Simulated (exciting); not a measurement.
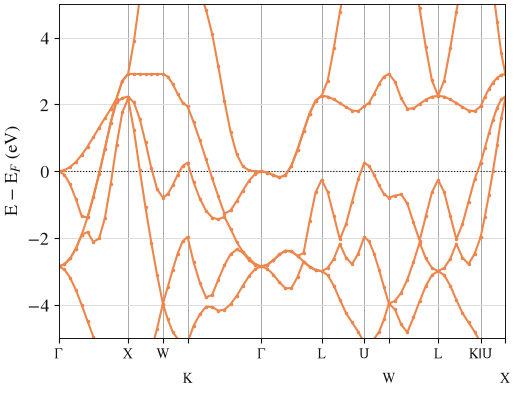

Band structure of fcc Os, space group Fm-3m (No. 225), 1 atom in the primitive cell (cubic a = 3.890 Å). exciting sodium; WC, all-electron LAPW+lo, shipped species files, valence relativity iora*, no spin polarisation, no spin-orbit coupling, 12×12×12 k mesh, Fermi-Dirac smearing of 0.14 eV. Energies are counted from the Fermi level.

A metal: 4 bands cross the Fermi level along this path. Bands cross the Fermi level on Γ–X, X–W, W–K, K–Γ, Γ–L, L–U, U–W, L–K and U–X, and not on W–L.

Spin-orbit coupling is left out, which matters for Os. This isn't the form of Os at room conditions, which is hcp. Bands are joined in order of energy, so crossings between the computed points show as kinks or gaps.
